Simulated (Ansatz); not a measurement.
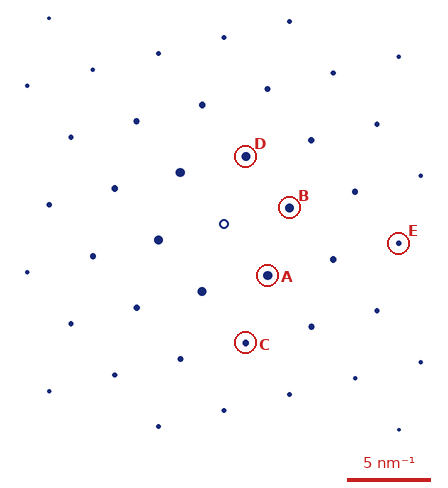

Computed electron diffraction pattern, 100 kV, single scattering only, B = 0.8 Å². The zone axis points towards the electron source and the pattern is seen from the source side.

Ge, space group Fmmm (No. 69), a = 4.05 Å, b = 4.13 Å, c = 4.68 Å. Structure: the end point of a relaxation with DFT PBE, scalar-relativistic, plane waves, PAW (Ansatz 0.2.0); the starting structure was generated, so it need not be a known form of this composition.

Spot A is indexed -1 1 -1 and spot B -1 1 1.

What are the indices of the remaining marked spots?

C = 2A − B = -1 1 -3 (d = 1.372 Å). D = −A + B = 0 0 2 (d = 2.338 Å). E = A + 2B = -3 3 1 (d = 0.943 Å).

Find the zone axis.

The cross product of A and B is parallel to [110]; every spot obeys hu + kv + lw = 0.
